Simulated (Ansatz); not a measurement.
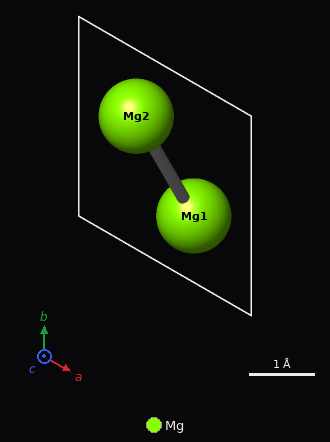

The structure as given in the input (ball-and-stick view of the cell of the calculation, along the c axis; atoms are numbered from 1 in the order of the input). An atom can appear more than once, as a periodic image.

## Geometry relaxation of Mg

Mg (P6₃/mmc, 2 atoms in the cell), computed with DFT r2SCAN, scalar-relativistic, plane waves, PAW, no spin polarisation (Ansatz 0.2.0).

The structure derives from an entry of the Crystallography Open Database. It belongs to a series of runs on one base structure; here: film's bulk on the substrate's plane, third vector and atoms relaxed. Figures and captions count atoms from 1; the log counts them from 0 in places.

**The input**
```yaml
crystal:
  lattice:
    - [3.1066653474, 0.0, 0.0]
    - [-1.5533326737, 2.6904511119, 0.0]
    - [0.0, 0.0, 5.281269845]
  atoms:
    - { symbol: Mg, position: [0.6666666667, 0.3333333333, 0.25] }
    - { symbol: Mg, position: [0.3333333333, 0.6666666667, 0.75] }
basis:
  ecutwfc: 500
kpoints:
  mp_grid: { grid: [12, 12, 7] }
hamiltonian:
  xc: r2scan
scf:
  occupations: { method: gaussian, width: 0.1 }
output:
  forces: true
  stress: true
  eigenvalues: true
relax:
  adjacent_minimum: "off"
  f_tol: 0.01
  max_steps: 50
  cell: { fix: [a, b, gamma], stress_tol: 0.1 }
```

Hardware: 4 threads of Intel Xeon (Sapphire Rapids), 32 GiB of memory available, shared host.

Run as:
```bash
ansatz run input.yaml --threads 4 --pin off --max-ram 10240MiB --backend cpu --events-out ev --progress --plain --runs-dir out
```

**Log**
```
Engine: ansatz 0.2.0, x86_64-unknown-linux-gnu
Pseudopotentials: kind: paw
Pseudopotential: Mg, paw, valence charge 10, recommended cutoff 500 eV (meta_gga), Mg.paw.azcp
Functional definition: r2SCAN
  parameter k0 = 0.174
  parameter k1 = 0.065
  parameter a1 = 4.9479
  exchange = r2scan_x(k0 = k0, k1 = k1, a1 = a1)
  correlation = r2scan_c
Crystal: 2 atoms, lattice volume = 44.143 Å³
Basis set: ecut = 500 eV, 1135 PW (Γ), exchange–correlation on 96×96×160 points (64 copies of the dense FFT grid, shifted against one another)
Bands: 14, of which v1, the nominal top of the filled ones, is band 10 counted from 1 (9 counted from 0)
Symmetry: 24 space group operations
Space group: P63/mmc (ITA 194), of the structure as read, at distance tolerance 3.5e-5 Å
k-points: 76 of 1008
Non-local potential: Mg, projectors of the file, l = 0: 3, l = 1: 2, l = 2: 1
PAW form: soft (Blöchl's): semilocal exchange-correlation on the pseudo side does not see the compensation charge
PAW frozen core: Mg, regenerated for the run's functional (the file was generated under x = pbe(κ = 0.804, μ = 0.2195149727645171), c = pbe(β = 0.06672455060314922))
PAW one-centre angular grid: Mg, 302 points (default); XC on 224 Gauss nodes
Initial density: superposition of atomic densities (neutral atoms: chi_scale 0, normalization atom), corrected by the library's trained network
Initial wavefunctions: pseudopotential atomic-orbital guess
Functional: x = r2scan, c = r2scan; τ floored in thin density (d = 2e-4 eV/Å³)
SCF iter   1: F=—  HF=-3852.780587 eV  |F-HF|=—  |Δ(HF+E_count)|=         —  Δρ=7.51e-3  dr2=7.91e-3  dr2_τ=7.20e-4  ethr=1.77e-3  ⟨swp⟩=5.0  Hψ=5800  notcnv=0
preconditioner: auto → Kerker (q_TF=auto, 2.391 Å⁻¹)  [metal: Δε(μ)=0.047 eV  Ē_g=7.610 eV  σ=0.100 eV  W_gap=0.26  n_scr=10 (ndim 8)  ℏωp=11.2 eV  f_vac=0.000  D(μ)=1.00/eV (n_scr^D=2)]
SCF iter   2: F=—  HF=-3852.789146 eV  |F-HF|=—  |Δ(HF+E_count)|=   8.56e-3  Δρ=3.16e-3  dr2=1.95e-3  dr2_τ=5.72e-5  ethr=3.96e-5  ⟨swp⟩=2.0  Hψ=2735  notcnv=0  defer=1
SCF iter   3: F=—  HF=-3852.789733 eV  |F-HF|=—  |Δ(HF+E_count)|=   5.87e-4  Δρ=9.52e-4  dr2=3.64e-4  dr2_τ=7.33e-6  ethr=9.77e-6  ⟨swp⟩=2.0  Hψ=1783  notcnv=0  defer=1
SCF iter   4: F=—  HF=-3852.789857 eV  |F-HF|=—  |Δ(HF+E_count)|=   1.24e-4  Δρ=1.84e-4  dr2=1.99e-5  dr2_τ=2.20e-7  ethr=1.82e-6  ⟨swp⟩=1.0  Hψ=1063  notcnv=0  defer=1
SCF iter   5: F=—  HF=-3852.789851 eV  |F-HF|=—  |Δ(HF+E_count)|=   5.15e-6  Δρ=3.23e-5  dr2=2.80e-7  dr2_τ=1.66e-8  ethr=9.96e-8  ⟨swp⟩=3.0  Hψ=1698  notcnv=0  defer=1
SCF iter   6: F=-3852.789852 eV  HF=-3852.789852 eV  |F-HF|=4.38e-9  |Δ(HF+E_count)|=   3.30e-7  Δρ=5.21e-6  dr2=6.60e-9  dr2_τ=2.14e-10  ethr=5.00e-10  ⟨swp⟩=5.1  Hψ=4299  notcnv=0
SCF 1 converged in 6 iterations: F = -3852.789852 eV  dr2 = 6.60e-9
  greatest PAW one-centre occupation: 1.000 electrons in one spin orbital (limit 2), on the Mg atom at site 1 (counted from 0), in its partial waves of l = 0
relax step   1: F+E_penalty+E_count = -3852.78985172 eV  Δ(F+E_penalty+E_count) = +0.000e0 eV  max|allowed force component| = 3.701e-17 eV/Å  Δτ_max = 0.0000 Å  P = +1.030 GPa  Ω = 44.143 Å³  fix = [a, b, gamma]  reactions: a +2.396, b +2.396 GPa  (6 SCF iters, dr2 threshold 1.00e-7 eV, accepted)
Crystal: 2 atoms, lattice volume = 43.430 Å³
Basis set: ecut = 500 eV, 1099 PW (Γ), exchange–correlation on 96×96×160 points (64 copies of the dense FFT grid, shifted against one another)
Initial density: handed on by an earlier stage of this run
Initial wavefunctions: those handed on with the density
iter 1 solved again at ethr=3.56e-7 eV; its pass at ethr=3.10e-3 eV (dr2=7.11e-5 eV) is discarded
SCF iter   1: F=—  HF=-3852.793576 eV  |F-HF|=—  |Δ(HF+E_count)|=         —  Δρ=3.50e-4  dr2=7.37e-5  dr2_τ=5.49e-4  ethr=3.56e-7  ⟨swp⟩=2.3  Hψ=7870  notcnv=0
preconditioner: auto → none  [metal: Δε(μ)=0.090 eV  Ē_g=7.670 eV  σ=0.100 eV  W_gap=0.47  n_scr=8 (ndim 8)  ℏωp=11.3 eV  f_vac=0.000  D(μ)=0.77/eV (n_scr^D=2)]
SCF iter   2: F=—  HF=-3852.795751 eV  |F-HF|=—  |Δ(HF+E_count)|=   2.18e-3  Δρ=1.41e-4  dr2=9.78e-6  dr2_τ=1.08e-7  ethr=3.56e-7  ⟨swp⟩=2.0  Hψ=1839  notcnv=0
SCF iter   3: F=—  HF=-3852.795755 eV  |F-HF|=—  |Δ(HF+E_count)|=   3.60e-6  Δρ=3.33e-5  dr2=4.82e-7  dr2_τ=2.26e-8  ethr=4.89e-8  ⟨swp⟩=2.0  Hψ=1249  notcnv=0
SCF iter   4: F=-3852.795755 eV  HF=-3852.795755 eV  |F-HF|=8.71e-9  |Δ(HF+E_count)|=   2.66e-7  Δρ=4.11e-6  dr2=6.61e-9  dr2_τ=3.51e-10  ethr=1.00e-9  ⟨swp⟩=5.2  Hψ=4746  notcnv=0
SCF 2 converged in 4 iterations: F = -3852.795755 eV  dr2 = 6.61e-9
relax step   2: F+E_penalty+E_count = -3852.79575521 eV  Δ(F+E_penalty+E_count) = -5.903e-3 eV  max|allowed force component| = 6.939e-18 eV/Å  Δτ_max = 0.0000 Å  P = +1.675 GPa  Ω = 43.430 Å³  energy of the carried Pulay correction = +1.260e-4 eV  fix = [a, b, gamma]  reactions: a +2.932, b +2.932 GPa  (4 SCF iters, dr2 threshold 2.00e-7 eV, accepted)
Crystal: 2 atoms, lattice volume = 42.736 Å³
iter 1 solved again at ethr=2.44e-7 eV; its pass at ethr=3.10e-3 eV (dr2=4.89e-5 eV) is discarded
SCF iter   1: F=—  HF=-3852.794001 eV  |F-HF|=—  |Δ(HF+E_count)|=         —  Δρ=3.02e-4  dr2=5.11e-5  dr2_τ=5.39e-4  ethr=2.44e-7  ⟨swp⟩=2.5  Hψ=8038  notcnv=0
preconditioner: auto → none  [metal: Δε(μ)=0.070 eV  Ē_g=7.734 eV  σ=0.100 eV  W_gap=0.37  n_scr=8 (ndim 8)  ℏωp=11.4 eV  f_vac=0.000  D(μ)=0.62/eV (n_scr^D=2)]
SCF iter   2: F=—  HF=-3852.796115 eV  |F-HF|=—  |Δ(HF+E_count)|=   2.11e-3  Δρ=1.18e-4  dr2=6.29e-6  dr2_τ=9.34e-8  ethr=2.44e-7  ⟨swp⟩=2.2  Hψ=1856  notcnv=0
SCF iter   3: F=—  HF=-3852.796119 eV  |F-HF|=—  |Δ(HF+E_count)|=   4.01e-6  Δρ=3.22e-5  dr2=4.10e-7  dr2_τ=1.89e-8  ethr=3.14e-8  ⟨swp⟩=3.0  Hψ=1823  notcnv=0
SCF iter   4: F=-3852.796120 eV  HF=-3852.796119 eV  |F-HF|=6.64e-9  |Δ(HF+E_count)|=   2.87e-7  Δρ=3.59e-6  dr2=5.34e-9  dr2_τ=3.18e-10  ethr=1.00e-9  ⟨swp⟩=5.2  Hψ=4731  notcnv=0
SCF 3 converged in 4 iterations: F = -3852.796120 eV  dr2 = 5.34e-9
relax step   3: F+E_penalty+E_count = -3852.79611951 eV  Δ(F+E_penalty+E_count) = -3.643e-4 eV  max|allowed force component| = 3.007e-17 eV/Å  Δτ_max = 0.0000 Å  P = +2.389 GPa  Ω = 42.736 Å³  energy of the carried Pulay correction = +2.526e-4 eV  fix = [a, b, gamma]  reactions: a +3.187, b +3.187 GPa  (4 SCF iters, dr2 threshold 2.00e-7 eV, accepted)
Crystal: 2 atoms, lattice volume = 43.073 Å³
iter 1 solved again at ethr=6.47e-8 eV; its pass at ethr=3.10e-3 eV (dr2=1.29e-5 eV) is discarded
SCF iter   1: F=—  HF=-3852.796401 eV  |F-HF|=—  |Δ(HF+E_count)|=         —  Δρ=1.55e-4  dr2=1.41e-5  dr2_τ=1.31e-4  ethr=6.47e-8  ⟨swp⟩=3.1  Hψ=7525  notcnv=0
preconditioner: auto → none  [metal: Δε(μ)=0.089 eV  Ē_g=7.704 eV  σ=0.100 eV  W_gap=0.47  n_scr=8 (ndim 8)  ℏωp=11.3 eV  f_vac=0.000  D(μ)=0.63/eV (n_scr^D=2)]
SCF iter   2: F=—  HF=-3852.796848 eV  |F-HF|=—  |Δ(HF+E_count)|=   4.47e-4  Δρ=5.89e-5  dr2=1.68e-6  dr2_τ=2.15e-8  ethr=6.47e-8  ⟨swp⟩=2.0  Hψ=1839  notcnv=0
SCF iter   3: F=-3852.796849 eV  HF=-3852.796849 eV  |F-HF|=5.71e-8  |Δ(HF+E_count)|=   8.15e-7  Δρ=1.55e-5  dr2=1.06e-7  dr2_τ=4.75e-9  ethr=1.00e-9  ⟨swp⟩=7.0  Hψ=5955  notcnv=0
SCF 4 converged in 3 iterations: F = -3852.796849 eV  dr2 = 1.06e-7
relax step   4: F+E_penalty+E_count = -3852.79684925 eV  Δ(F+E_penalty+E_count) = -7.297e-4 eV  max|allowed force component| = 3.932e-17 eV/Å  Δτ_max = 0.0000 Å  P = +2.033 GPa  Ω = 43.073 Å³  energy of the carried Pulay correction = +1.906e-4 eV  fix = [a, b, gamma]  reactions: a +3.072, b +3.072 GPa  (3 SCF iters, dr2 threshold 2.00e-7 eV, accepted)
Initial wavefunctions: pseudopotential atomic-orbital guess (no wavefunctions were taken with the density)
iter 1 solved again at ethr=9.40e-9 eV; its pass at ethr=3.10e-3 eV (dr2=1.88e-6 eV) is discarded
SCF iter   1: F=—  HF=-3852.796648 eV  |F-HF|=—  |Δ(HF+E_count)|=         —  Δρ=2.46e-5  dr2=1.20e-7  dr2_τ=2.62e-7  ethr=9.40e-9  ⟨swp⟩=3.3  Hψ=8653  notcnv=0
preconditioner: auto → none  [metal: Δε(μ)=0.092 eV  Ē_g=7.703 eV  σ=0.100 eV  W_gap=0.48  n_scr=8 (ndim 8)  ℏωp=11.3 eV  f_vac=0.000  D(μ)=0.64/eV (n_scr^D=2)]
SCF iter   2: F=—  HF=-3852.796649 eV  |F-HF|=—  |Δ(HF+E_count)|=   3.25e-7  Δρ=1.25e-5  dr2=3.30e-8  dr2_τ=2.15e-9  ethr=5.98e-10  ⟨swp⟩=2.0  Hψ=1830  notcnv=0
SCF iter   3: F=—  HF=-3852.796649 eV  |F-HF|=—  |Δ(HF+E_count)|=   3.38e-8  Δρ=1.19e-6  dr2=6.32e-10  dr2_τ=4.65e-11  ethr=1.65e-10  ⟨swp⟩=3.0  Hψ=1830  notcnv=0
SCF iter   4: F=—  HF=-3852.796649 eV  |F-HF|=—  |Δ(HF+E_count)|=  4.80e-10  Δρ=4.93e-7  dr2=8.68e-11  dr2_τ=3.56e-12  ethr=1.00e-12  ⟨swp⟩=5.2  Hψ=4171  notcnv=0
SCF iter   5: F=-3852.796649 eV  HF=-3852.796649 eV  |F-HF|=2.27e-12  |Δ(HF+E_count)|=  9.87e-11  Δρ=5.83e-8  dr2=1.07e-12  dr2_τ=3.46e-14  ethr=1.00e-12  ⟨swp⟩=4.0  Hψ=3060  notcnv=0
SCF 5 converged in 5 iterations: F = -3852.796649 eV  dr2 = 1.07e-12
relax step   5: F+E_penalty+E_count = -3852.79664875 eV  Δ(F+E_penalty+E_count) = +2.005e-4 eV  max|allowed force component| = 3.701e-17 eV/Å  Δτ_max = 0.0000 Å  P = +2.036 GPa  Ω = 43.073 Å³  fix = [a, b, gamma]  reactions: a +3.073, b +3.073 GPa  stress off target by 3.94e-2 GPa on what of the cell is left free  SCF on the basis re-selected at this cell (its energy is not comparable with the rows above)  (5 SCF iters)
```

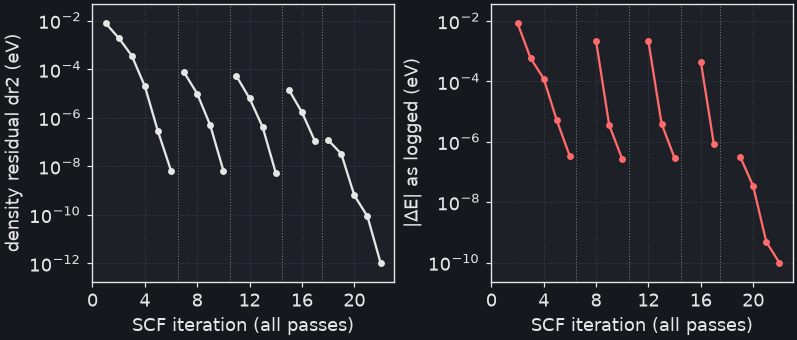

Convergence of the self-consistent field: density residual dr2 and size of the energy change against the SCF iteration. The dotted lines part the SCF passes of the relaxation: geometry steps, rejected trials and re-solves on a re-selected basis. The 5 passes take 3 to 6 iterations each, 22 in all.

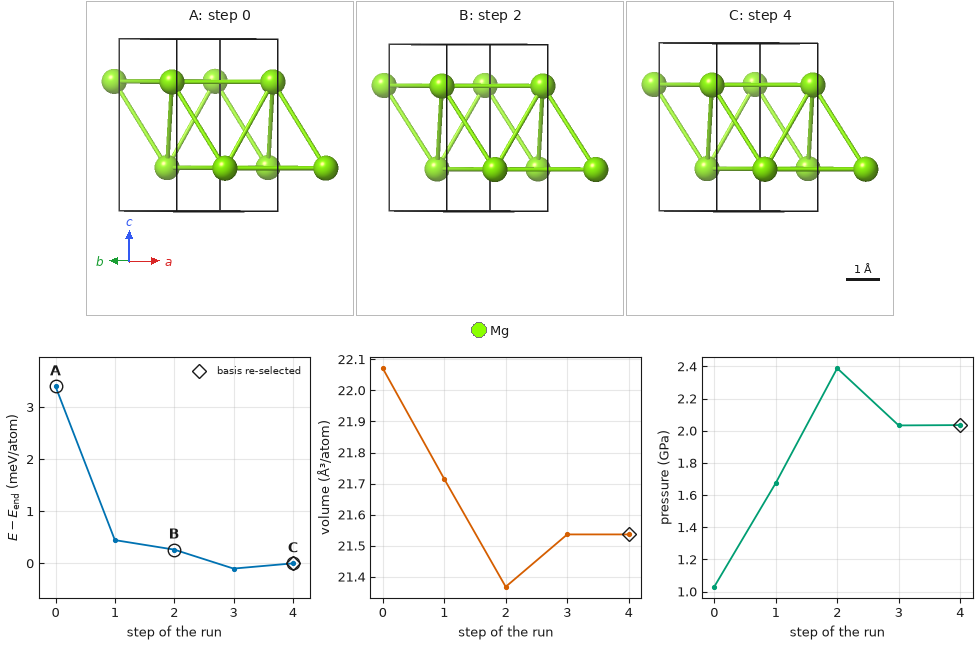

Frames of the relaxation (ball-and-stick view of the cell of the calculation, repeated 2 × 2 × 1, seen at an oblique angle) above the curves, on which the letters mark them (the first geometry is step 0 here and step 1 in the log).

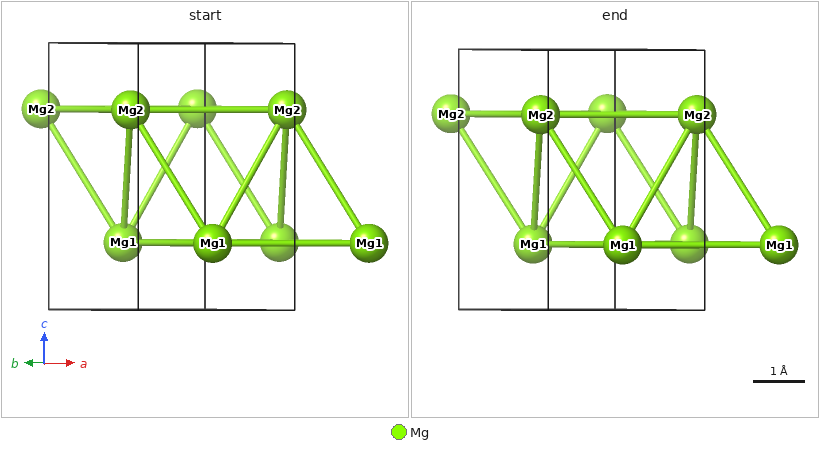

Before (left) and after (right) the relaxation, at one scale (ball-and-stick view of the cell of the calculation, repeated 2 × 2 × 1, seen at an oblique angle). After 3 geometry steps the energy has fallen by 3.5 meV per atom. All forces vanish by symmetry, so only the cell relaxes. Pressure: 1.03 GPa at the start and 2.04 GPa at the end. The atoms keep their places relative to the cell (all moves are under 0.005 Å). Cell: a = b stay at 3.107 Å, c 5.281 → 5.153 Å (−2.4 %). Volume −2.4 %. Distances before and after: Mg1–Mg2 3.192 → 3.139 Å. The space group stays P6_3/mmc (No. 194). A last SCF at the same geometry on a re-selected plane-wave basis shifts the energy by +0.1 meV per atom. (Atoms are counted from 1 in the order of the input.)

```
basis re-selected at this cell: Δ(F+E_penalty+E_count) = +2.005e-4 eV, ΔP = +0.002 GPa vs the last step (what re-selecting the basis moved, of the pressure what is left beyond the Pulay correction that the steps carried, after the strain that the cell walked since its last selection, with what the two solves' SCF thresholds leave and, on support functions, any second-order correction that the steps lacked; it is no measure of the basis error at this ecutwfc). This SCF's stress stands 3.94e-2 GPa from its target on what of the cell is left free (relax.cell.stress_tol is 1.00e-1 GPa) and its largest allowed force component is 3.70e-17 eV/Å (relax.f_tol is 1.00e-2 eV/Å): within both
SCF converged after 5 iterations
Free energy (F): -3852.796649 eV
Harris-Foulkes:  -3852.796649 eV  (|F-HF|=2.27e-12)
Internal energy: -3852.793441 eV  (E = F + TS)
E sigma→0 (E₀):  -3852.795045 eV
Entropy (-TS):   -0.003207 eV (-1.604 meV/atom)
Fermi energy:    6.174758 eV
--- Per-component energies (eV) ---
  E_band       = -731.562676
  E_kinetic    = 149.460275
  E_local      = -3192.941394  (includes V_loc(G=0)·N_el)
  E_nonlocal   = 191.726510
  E_hartree    = 1139.244586
  E_xc         = -53.272337
  E_vxc        = -77.292795  (∫ρ·V_xc dr)
  E_paw        = -592.200893  (= ΣΔE_a)
  E_vpaw       = -86.011339  (= ΣTr[D̂ρ^β])
  E_aug_tail   = -0.000003  (compensation charges beyond the density's cutoff)
  E_vtau       = 5.006919  (kinetic-family band-sum trace: ∫τ·v_τ [+ j·A + Jᵃ·Aᵃ] dr)
  E_ewald      = -1494.757769
  E_core_change = -0.052416  (= ΣΔE_core)
  E_smearing   = -0.003207  (= −TS)
  E_closure    = -0.000000  (closes the sum)
  Σ components = -3852.796649   (vs F -3852.796649, Δ=0.00e0)
--- Forces (eV/Å), atoms counted from 1 ---
  atom   1  Mg     0.00000000    -0.00000000     0.00000000
  atom   2  Mg    -0.00000000     0.00000000     0.00000000
  max |Σ_I F_I| component: 4.63e-18 eV/Å
--- Stress (GPa, compression-positive) ---
        3.072997      -0.000000       0.000000
       -0.000000       3.072997       0.000000
        0.000000       0.000000      -0.039372
  P = ⅓ Tr σ = 2.0355 GPa (20.355 kbar)
--- Band table (eV; the first three rows and the last of 76) ---
  k-point 0: bands = ["-72.6924", "-72.6887", "-37.8129", "-37.7726", "-37.7726", "-37.7712", "-37.7669", "-37.7669", "-1.4728", "4.0685", "4.8067", "18.5056", "18.5056", "18.8795"]
  k-point 1: bands = ["-72.6922", "-72.6889", "-37.8109", "-37.7733", "-37.7723", "-37.7723", "-37.7672", "-37.7672", "-1.3489", "2.8630", "6.2242", "17.5574", "18.5926", "18.5926"]
  k-point 2: bands = ["-72.6917", "-72.6894", "-37.8051", "-37.7791", "-37.7715", "-37.7715", "-37.7680", "-37.7680", "-0.9782", "1.5688", "8.1543", "15.0916", "18.8349", "18.8349"]
  k-point 75: bands = ["-72.6872", "-72.6872", "-37.8025", "-37.8025", "-37.7956", "-37.7930", "-37.7787", "-37.7787", "6.3613", "6.3613", "6.4362", "7.2394", "8.4448", "8.4448"]
--- Relaxed structure (4 steps of the walk, 4 accepted, 1 SCFs on fresh bases) ---
  F+E_penalty+E_count = -3852.79664875 eV   max|allowed force component| = 3.701e-17 eV/Å   (the final SCF, on the basis selected at the relaxed cell)
  cell:  # Å, volume = 43.0729 Å³
    - [3.106665347396993, -2.2178338897601968e-99, 0.0]
    - [-1.5533326736984965, 2.690451111902604, 0.0]
    - [0.0, 0.0, 5.153284903690872]
  atoms:
    - { symbol: Mg, position: [0.6666666666666666, 0.3333333333333333, 0.25] }
    - { symbol: Mg, position: [0.3333333333333333, 0.6666666666666666, 0.75] }
```

**Trajectory as extended XYZ (Å, eV, eV/Å), 5 frames, from step=1 to step=5**
```
2
Lattice="3.1067 0.0000 0.0000 -1.5533 2.6905 0.0000 0.0000 0.0000 5.2813" Properties=species:S:1:pos:R:3:forces:R:3 step=1 energy=-3852.78985 pressure_GPa=1.03
Mg    1.5533    0.8968    1.3203    0.0000   0.0000   0.0000
Mg    0.0000    1.7936    3.9610    0.0000   0.0000   0.0000
2
Lattice="3.1067 0.0000 0.0000 -1.5533 2.6905 0.0000 0.0000 0.0000 5.1960" Properties=species:S:1:pos:R:3:forces:R:3 step=2 energy=-3852.79576 pressure_GPa=1.67
Mg    1.5533    0.8968    1.2990    0.0000   0.0000   0.0000
Mg    0.0000    1.7936    3.8970    0.0000   0.0000   0.0000
2
Lattice="3.1067 0.0000 0.0000 -1.5533 2.6905 0.0000 0.0000 0.0000 5.1129" Properties=species:S:1:pos:R:3:forces:R:3 step=3 energy=-3852.79612 pressure_GPa=2.39
Mg    1.5533    0.8968    1.2782    0.0000   0.0000   0.0000
Mg    0.0000    1.7936    3.8347    0.0000   0.0000   0.0000
2
Lattice="3.1067 0.0000 0.0000 -1.5533 2.6905 0.0000 0.0000 0.0000 5.1533" Properties=species:S:1:pos:R:3:forces:R:3 step=4 energy=-3852.79685 pressure_GPa=2.03
Mg    1.5533    0.8968    1.2883    0.0000   0.0000   0.0000
Mg    0.0000    1.7936    3.8650    0.0000   0.0000   0.0000
2
Lattice="3.1067 0.0000 0.0000 -1.5533 2.6905 0.0000 0.0000 0.0000 5.1533" Properties=species:S:1:pos:R:3:forces:R:3 step=5 energy=-3852.79665 pressure_GPa=2.04
Mg    1.5533    0.8968    1.2883    0.0000   0.0000   0.0000
Mg    0.0000    1.7936    3.8650    0.0000   0.0000   0.0000
```

**Results in brief**

| quantity | value |
| --- | --- |
| outcome | converged |
| space group (tolerance 0.01 Å) | P6₃/mmc (194) |
| electrons treated | 20 |
| free energy | −3852.7966 eV |
| Fermi energy | 6.175 eV |
| gap on the k-point mesh | none (metallic) |
| pressure | 2.04 GPa |
| final volume | 43.07 Å³ |
| largest force (length of the vector) at the end | under 0.001 eV/Å |
| final cell | a = 3.107 Å, b = 3.107 Å, c = 5.153 Å, α = 90.00°, β = 90.00°, γ = 120.00° |
| wall time | 4.3 s (CPU time 15 s) |
| peak memory | 0.48 GiB |
